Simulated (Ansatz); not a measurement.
# Band-structure calculation of Rh

The run: band-structure calculation of Rh (Pm-3m, 1 atom in the cell). Method and program: DFT, PBE, PAW with Ansatz's default frozen-core files, scalar-relativistic, no spin polarisation (Ansatz 0.2.0).

It belongs to a series of runs on one base structure; here: volume scaled by 1, PAW files. Figures and captions count atoms from 1; the log counts them from 0 in places.

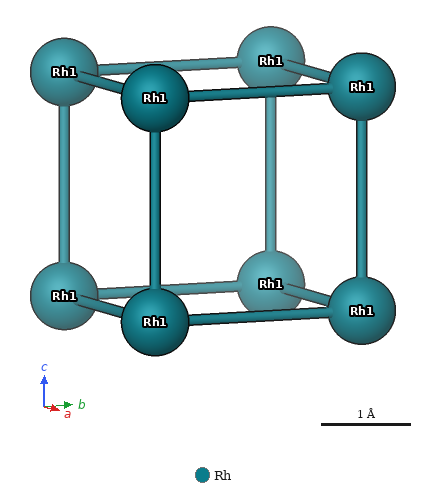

The structure as given in the input (ball-and-stick view of the cell of the calculation, seen slightly off an axis; atoms are numbered from 1 in the order of the input).

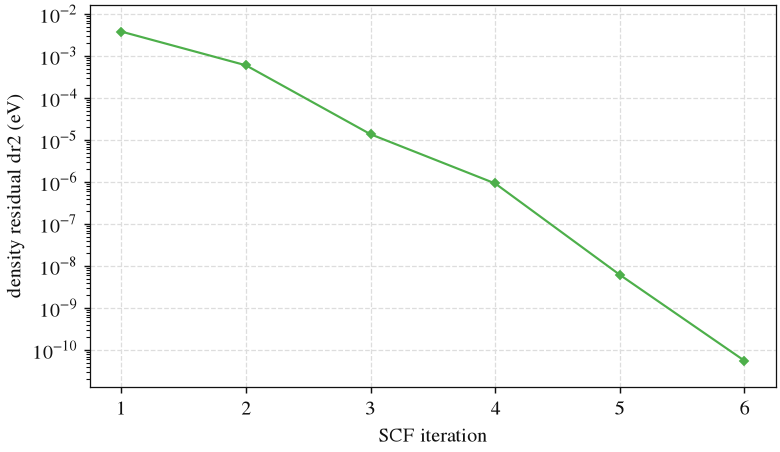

Convergence of the self-consistent field: density residual dr2 against the SCF iteration. The residual falls at every step.

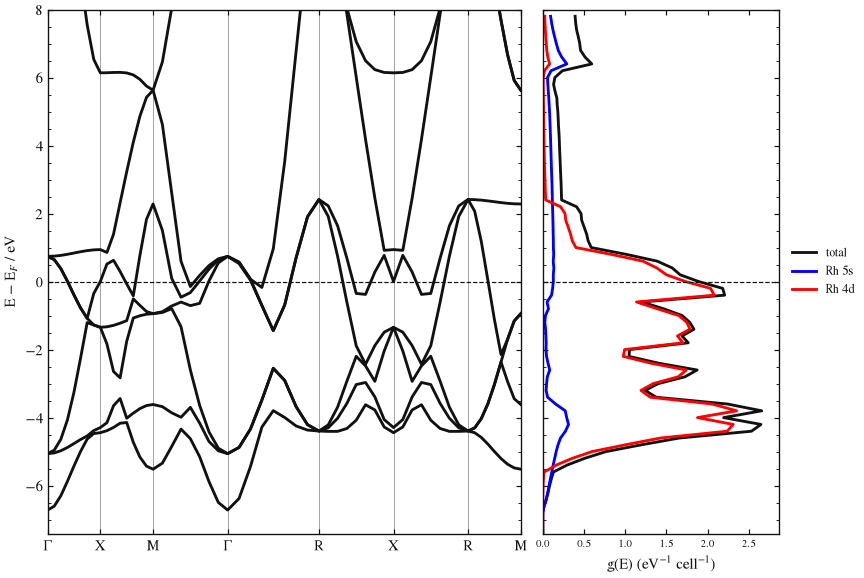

Band structure along Γ–X–M–Γ–R–X–R–M and density of states (projected on Löwdin-orthogonalised atomic shells), with energies from the Fermi level. Bands cross the Fermi level: a metal at this level of theory.

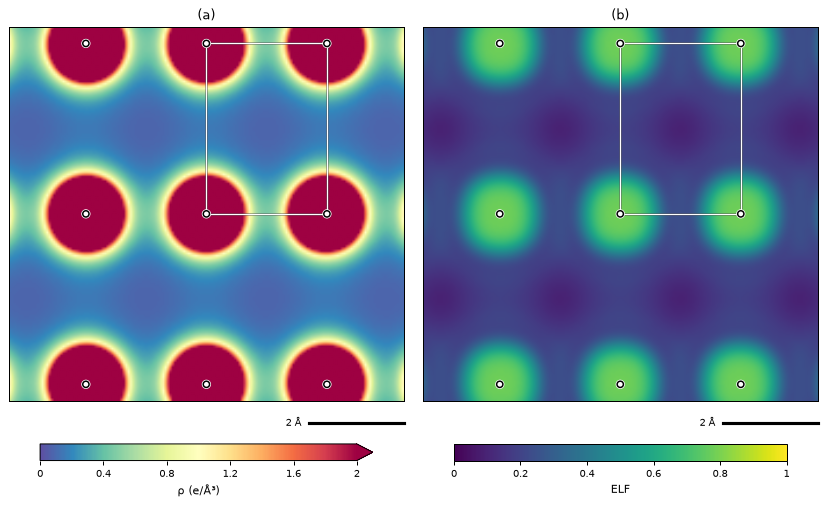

(a) valence electron density; (b) ELF on the (110) plane of the conventional cell. Circles mark the nuclei in the plane (Rh). The plane passes through Rh nuclei. Rh–Rh (2.54 Å): ρ at the midpoint is about 0.47 e/Å³; the ELF is about 0.25 at the midpoint; no shared electron pair. Away from the nuclei the density in this plane falls to 0.08 e/Å³ at its lowest. The strong features right at Rh lie inside the PAW spheres (semicore, d or f shells) and say nothing about bonding. In a PAW calculation such maps are meaningful between the atoms, not at the nuclei.

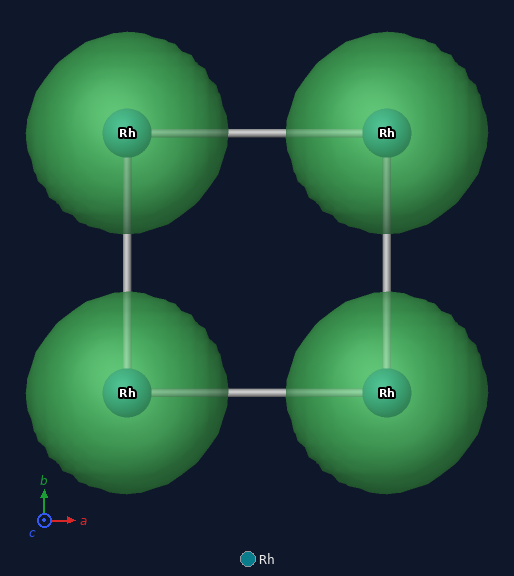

Isosurface of the valence electron density at 0.8 e/Å³ (green), seen along the c axis. Sticks mark near contacts. The outline is the cell set on symmetry axes. At this value the density breaks into separate islands; it holds about 80 % of the electrons treated as valence (semicore included). It is pinched off along the Rh–Rh (2.54 Å) contacts. On the grid the lowest density along these lines, outside the cores, is 0.47 e/Å³ (Rh–Rh, 2.54 Å).

These pictures come from the run below.

### Input file
```yaml
crystal:
  lattice:
    - [2.5371790253, 0.0, 0.0]
    - [0.0, 2.5371790253, 0.0]
    - [0.0, 0.0, 2.5371790253]
  atoms:
    - { symbol: Rh, position: [0.0, 0.0, 0.0] }
kpoints:
  mp_grid: { grid: [15, 15, 15] }
  band_path:
    path:
      - [0.0, 0.0, 0.0]
      - [0.0, 0.5, 0.0]
      - [0.5, 0.5, 0.0]
      - [0.0, 0.0, 0.0]
      - [0.5, 0.5, 0.5]
      - [0.0, 0.5, 0.0]
      - [0.5, 0.5, 0.5]
      - [0.5, 0.5, 0.0]
    npoints: 8
scf:
  occupations: { method: fermi_dirac, width: 0.1 }
hamiltonian:
  xc: pbe
  pseudopotentials: { kind: paw }
output:
  forces: true
  stress: true
  eigenvalues: true
  populations: true
  dos: { projected: true, de: 0.2, e_range: [-14, 8] }
  write_density: true
  write_potential: true
  elf: true
  volumetric_format: npy
```

Command:
```bash
ansatz run input.yaml --threads 1 --pin off --max-ram 2048MiB --backend cpu --events-out ev --progress --plain --runs-dir out
```

### What the program printed
```
Engine: ansatz 0.2.0, aarch64-unknown-linux-gnu
Pseudopotentials: kind: paw
Pseudopotential: Rh, paw, valence charge 17, recommended cutoff 420 eV (normal), Rh.paw.azcp
Functional definition: PBE
  parameter kappa = 0.804
  parameter beta = 0.06672455060314922
  exchange = pbe_x(kappa = kappa, mu = beta*pi^2/3)
  correlation = pbe_c(beta = beta)
Crystal: 1 atoms, lattice volume = 16.333 Å³
Basis set: ecut = 420 eV, 305 PW (Γ), exchange–correlation on 36×36×36 points (8 copies of the dense FFT grid, shifted against one another)
Bands: 13, of which v1, the nominal top of the filled ones, is band 9 counted from 1 (8 counted from 0)
Symmetry: 48 space group operations
Space group: Pm-3m (ITA 221), of the structure as read, at distance tolerance 2.5e-5 Å
k-points: 120 of 3375
Non-local potential: Rh, projectors of the file, l = 0: 3, l = 1: 2, l = 2: 2, l = 3: 1
PAW form: soft (Blöchl's): semilocal exchange-correlation on the pseudo side does not see the compensation charge
PAW one-centre angular grid: Rh, 590 points (default); XC on 64 Gauss nodes
Initial density: superposition of atomic densities (neutral atoms: chi_scale 0, normalization atom), corrected by the library's trained network
Initial wavefunctions: pseudopotential atomic-orbital guess
Functional: x = pbe(κ = 0.804, μ = 0.2195149727645171), c = pbe(β = 0.06672455060314922)
SCF iter   1: F=—  HF=-6402.120872 eV  |F-HF|=—  |Δ(HF+E_count)|=         —  Δρ=5.34e-3  dr2=3.84e-3  ethr=1.77e-3  ⟨swp⟩=4.8  Hψ=8428  notcnv=0
preconditioner: auto → none  [metal: Δε(μ)=0.031 eV  Ē_g=12.668 eV  σ=0.100 eV  W_gap=0.08  n_scr=6 (ndim 8)  ℏωp=27.6 eV  f_vac=0.000  D(μ)=1.83/eV (n_scr^D=26)  sad-step TF]
SCF iter   2: F=—  HF=-6402.120662 eV  |F-HF|=—  |Δ(HF+E_count)|=   2.11e-4  Δρ=2.34e-3  dr2=6.04e-4  ethr=2.26e-5  ⟨swp⟩=1.8  Hψ=2846  notcnv=0
SCF iter   3: F=—  HF=-6402.120691 eV  |F-HF|=—  |Δ(HF+E_count)|=   2.96e-5  Δρ=4.47e-4  dr2=1.38e-5  ethr=3.55e-6  ⟨swp⟩=2.1  Hψ=2013  notcnv=0
SCF iter   4: F=—  HF=-6402.120731 eV  |F-HF|=—  |Δ(HF+E_count)|=   3.97e-5  Δρ=8.22e-5  dr2=9.30e-7  ethr=8.14e-8  ⟨swp⟩=2.3  Hψ=2417  notcnv=0
iter 5 did not close the SCF: its close was put off for the readings that it lacked (scf_convergence_deferred on its scf_iter line)
SCF iter   5: F=-6402.120731 eV  HF=-6402.120731 eV  |F-HF|=2.27e-9  |Δ(HF+E_count)|=   1.23e-7  Δρ=7.16e-6  dr2=6.22e-9  ethr=5.47e-9  ⟨swp⟩=2.3  Hψ=2185  notcnv=0
SCF iter   6: F=-6402.120731 eV  HF=-6402.120731 eV  |F-HF|=4.55e-12  |Δ(HF+E_count)|=  5.82e-11  Δρ=7.43e-7  dr2=5.61e-11  ethr=3.66e-11  ⟨swp⟩=4.3  Hψ=7814  notcnv=0
SCF 1 converged in 6 iterations: F = -6402.120731 eV  dr2 = 5.61e-11
  greatest PAW one-centre occupation: 1.000 electrons in one spin orbital (limit 2), on the Rh atom at site 0 (counted from 0), in its partial waves of l = 0
NSCF: frozen V_eff on 57 k-points
SCF converged after 6 iterations
Free energy (F): -6402.120731 eV
Harris-Foulkes:  -6402.120731 eV  (|F-HF|=4.55e-12)
Internal energy: -6402.060704 eV  (E = F + TS)
E sigma→0 (E₀):  -6402.090718 eV
Entropy (-TS):   -0.060027 eV (-60.027 meV/atom)
Fermi energy:    18.004358 eV
--- Per-component energies (eV) ---
  E_band       = -151.972731
  E_kinetic    = 573.076648
  E_local      = -1861.098726  (includes V_loc(G=0)·N_el)
  E_nonlocal   = 357.363752
  E_hartree    = 664.296712
  E_xc         = -220.801544
  E_vxc        = -277.053359  (∫ρ·V_xc dr)
  E_paw        = -3588.021557  (= ΣΔE_a)
  E_vpaw       = -272.855058  (= ΣTr[D̂ρ^β])
  E_aug_tail   = 0.000904  (compensation charges beyond the density's cutoff)
  E_ewald      = -2326.876892
  E_smearing   = -0.060027  (= −TS)
  E_closure    = 0.000000  (closes the sum)
  Σ components = -6402.120731   (vs F -6402.120731, Δ=0.00e0)
--- Forces (eV/Å), atoms counted from 1 ---
  atom   1  Rh    -0.00000000     0.00000000    -0.00000000
  max |Σ_I F_I| component: 4.36e-31 eV/Å
--- Stress (GPa, compression-positive) ---
        0.004370       0.000000       0.000000
        0.000000       0.004370       0.000000
        0.000000       0.000000       0.004370
  P = ⅓ Tr σ = 0.0044 GPa (0.044 kbar)
--- Band table (eV; the first three rows and the last of 120) ---
  k-point 0: bands = ["-60.4517", "-27.9716", "-27.9716", "-27.9716", "11.2866", "12.9444", "12.9444", "18.7453", "18.7453", "18.7453", "34.7138", "34.7138", "34.7138"]
  k-point 1: bands = ["-60.4483", "-28.0028", "-27.9690", "-27.9690", "11.4137", "12.9693", "13.0605", "18.6371", "18.6371", "18.7538", "33.8399", "34.9348", "34.9348"]
  k-point 2: bands = ["-60.4387", "-28.0902", "-27.9617", "-27.9617", "11.7573", "13.0406", "13.4267", "18.3427", "18.3427", "18.7778", "32.0206", "35.5626", "35.5626"]
  k-point 119: bands = ["-60.2235", "-28.4980", "-28.4972", "-28.4972", "13.6169", "13.6632", "13.6632", "20.2668", "20.2668", "28.2772", "29.4655", "30.1427", "30.1427"]
--- Löwdin populations: 1 site ---
  site symbol       q [e]
     0     Rh     16.9333
  spilling = 0.003923 (of n_electrons = 17.000000)
```

### File dos.tsv
```
# E-E_F[eV]	g_bin_mean(E)[states/eV]	N(E)
# format = ansatz-dos/2
# fermi_ev = 18.004358
# fermi_mp_grid = 15 15 15
# fermi_mp_shift = 0 0 0
# tetrahedron_fermi_ev = 18.000549
# g_bin_mean(E): the states in a bin one row spacing wide, centred on E, divided by that spacing. States that the method places at a single energy (under output.dos.method: tetrahedron, those of a tetrahedron whose four corners have one energy) are counted whole in the row whose bin holds that energy (on the edge of two bins, in the lower row). The sum of g_bin_mean over a run of rows, times the row spacing, is the number of states from half a spacing under the first of them to half a spacing over the last (a plain sum, not the trapezoid rule).
-14.000000	0.000000e0	8.000000e0
-13.800000	0.000000e0	8.000000e0
-13.600000	0.000000e0	8.000000e0
-13.400000	0.000000e0	8.000000e0
-13.200000	0.000000e0	8.000000e0
-13.000000	0.000000e0	8.000000e0
-12.800000	0.000000e0	8.000000e0
-12.600000	0.000000e0	8.000000e0
-12.400000	0.000000e0	8.000000e0
-12.200000	0.000000e0	8.000000e0
-12.000000	0.000000e0	8.000000e0
-11.800000	0.000000e0	8.000000e0
-11.600000	0.000000e0	8.000000e0
-11.400000	0.000000e0	8.000000e0
-11.200000	0.000000e0	8.000000e0
-11.000000	0.000000e0	8.000000e0
-10.800000	0.000000e0	8.000000e0
-10.600000	0.000000e0	8.000000e0
-10.400000	0.000000e0	8.000000e0
-10.200000	0.000000e0	8.000000e0
-10.000000	0.000000e0	8.000000e0
-9.800000	0.000000e0	8.000000e0
-9.600000	0.000000e0	8.000000e0
-9.400000	0.000000e0	8.000000e0
-9.200000	0.000000e0	8.000000e0
-9.000000	0.000000e0	8.000000e0
-8.800000	0.000000e0	8.000000e0
-8.600000	0.000000e0	8.000000e0
-8.400000	0.000000e0	8.000000e0
-8.200000	0.000000e0	8.000000e0
-8.000000	0.000000e0	8.000000e0
-7.800000	0.000000e0	8.000000e0
-7.600000	0.000000e0	8.000000e0
-7.400000	0.000000e0	8.000000e0
-7.200000	0.000000e0	8.000000e0
-7.000000	0.000000e0	8.000000e0
-6.800000	1.077601e-5	8.000000e0
-6.600000	1.702001e-2	8.000625e0
-6.400000	4.354760e-2	8.007371e0
-6.200000	6.464601e-2	8.018059e0
-6.000000	8.276795e-2	8.032829e0
-5.800000	1.040521e-1	8.051441e0
-5.600000	1.295111e-1	8.074664e0
-5.400000	2.909295e-1	8.111300e0
-5.200000	5.051735e-1	8.192996e0
-5.000000	7.658813e-1	8.312598e0
-4.800000	1.195589e0	8.511939e0
-4.600000	1.657106e0	8.790689e0
-4.400000	2.532474e0	9.213170e0
-4.200000	2.648063e0	9.752978e0
-4.000000	2.194117e0	1.022107e1
-3.800000	2.656993e0	1.071308e1
-3.600000	2.240381e0	1.122330e1
-3.400000	1.375158e0	1.157590e1
-3.200000	1.242541e0	1.182431e1
-3.000000	1.400848e0	1.208033e1
-2.800000	1.726019e0	1.240520e1
-2.600000	1.872973e0	1.275338e1
-2.400000	1.405191e0	1.309246e1
-2.200000	1.046451e0	1.333937e1
-2.000000	1.053332e0	1.353878e1
-1.800000	1.765390e0	1.382310e1
-1.600000	1.690470e0	1.417420e1
-1.400000	1.834338e0	1.452000e1
-1.200000	1.784506e0	1.488935e1
-1.000000	1.692272e0	1.523857e1
-0.800000	1.467351e0	1.555528e1
-0.600000	1.199002e0	1.581343e1
-0.400000	2.207158e0	1.612702e1
-0.200000	2.183406e0	1.660749e1
0.000000	1.892721e0	1.700746e1
0.200000	1.666623e0	1.736175e1
0.400000	1.571829e0	1.768574e1
0.600000	1.389207e0	1.798423e1
0.800000	1.013402e0	1.823035e1
1.000000	5.891306e-1	1.838289e1
1.200000	5.506510e-1	1.849490e1
1.400000	5.320237e-1	1.860351e1
1.600000	5.026692e-1	1.870697e1
1.800000	4.727437e-1	1.880495e1
2.000000	4.645938e-1	1.889556e1
2.200000	4.102178e-1	1.898731e1
2.400000	2.287134e-1	1.904906e1
2.600000	2.260277e-1	1.909448e1
2.800000	2.238163e-1	1.913950e1
3.000000	2.204094e-1	1.918394e1
3.200000	2.165905e-1	1.922764e1
3.400000	2.133180e-1	1.927062e1
3.600000	2.097993e-1	1.931294e1
3.800000	2.062878e-1	1.935455e1
4.000000	2.030249e-1	1.939546e1
4.200000	2.004006e-1	1.943581e1
4.400000	1.960925e-1	1.947551e1
4.600000	1.905577e-1	1.951419e1
4.800000	1.871542e-1	1.955187e1
5.000000	1.830965e-1	1.958903e1
5.200000	1.751079e-1	1.962488e1
5.400000	1.710543e-1	1.965977e1
5.600000	1.487072e-1	1.969197e1
5.800000	1.313366e-1	1.971953e1
6.000000	1.470826e-1	1.974659e1
6.200000	2.387324e-1	1.977832e1
6.400000	5.953488e-1	1.986403e1
6.600000	5.132533e-1	1.998459e1
6.800000	4.588043e-1	2.007725e1
7.000000	4.487008e-1	2.016812e1
7.200000	4.311402e-1	2.025659e1
7.400000	4.108414e-1	2.034050e1
7.600000	3.995146e-1	2.042133e1
7.800000	3.927030e-1	2.050052e1
8.000000	3.829801e-1	2.057819e1
```

### File populations.tsv
```
# site	symbol	l	j	q
# orbitals = lowdin
# n_electrons = 17.000000
# spilling = 0.003923
0	Rh	0_4S	-	1.988015
0	Rh	0_5S	-	0.753155
0	Rh	1_4P	-	5.990188
0	Rh	2_4D	-	8.201956
```

### File rho_z.tsv
```
# z_ang	rho[e/angstrom^3]
# format = ansatz-planar-average/11
# lattice	2.537179025	0.000000000	0.000000000
# lattice	0.000000000	2.537179025	0.000000000
# lattice	0.000000000	0.000000000	2.537179025
# sites	1
# site	45	0.000000000	0.000000000	0.000000000
0.000000	2.442726e0
0.140954	2.309511e0
0.281909	1.940751e0
0.422863	1.440291e0
0.563818	9.536510e-1
0.704772	5.821102e-1
0.845726	3.601321e-1
0.986681	2.547718e-1
1.127635	2.080082e-1
1.268590	1.944421e-1
1.409544	2.080082e-1
1.550498	2.547718e-1
1.691453	3.601321e-1
1.832407	5.821102e-1
1.973361	9.536510e-1
2.114316	1.440291e0
2.255270	1.940751e0
2.396225	2.309511e0
```

### File v_z.tsv
```
# z_ang	v_es[eV]	v_tot[eV]
# format = ansatz-planar-average/11
# xc	pbe
# density_cutoff_ev	1680
# datasets	Rh=:simpson_from_first_knot:soft
# lattice	2.537179025	0.000000000	0.000000000
# lattice	0.000000000	2.537179025	0.000000000
# lattice	0.000000000	0.000000000	2.537179025
# sites	1
# site	45	0.000000000	0.000000000	0.000000000
0.000000	-7.202729e0	-2.365853e1
0.140954	-6.184016e0	-2.240323e1
0.281909	-3.263369e0	-1.880392e1
0.422863	1.169493e0	-1.330749e1
0.563818	6.461620e0	-6.699118e0
0.704772	1.166591e1	-9.046782e-2
0.845726	1.579029e1	5.290366e0
0.986681	1.829153e1	8.679586e0
1.127635	1.945872e1	1.017899e1
1.268590	1.981221e1	1.052357e1
1.409544	1.945872e1	1.017899e1
1.550498	1.829153e1	8.679586e0
1.691453	1.579029e1	5.290366e0
1.832407	1.166591e1	-9.046782e-2
1.973361	6.461620e0	-6.699118e0
2.114316	1.169493e0	-1.330749e1
2.255270	-3.263369e0	-1.880392e1
2.396225	-6.184016e0	-2.240323e1
```

### Summary

- outcome: converged
- space group (tolerance 0.01 Å): Pm-3m (221)
- electrons treated: 17
- free energy: −6402.1207 eV
- Fermi energy: 18.004 eV
- pressure: 0.00 GPa
- electronic character: metal
- largest force (length of the vector): under 0.001 eV/Å
- hardware: 1 thread of Arm Neoverse V2, 24 GiB of memory available, shared host
- wall time: 2 s
- peak memory: 0.27 GiB
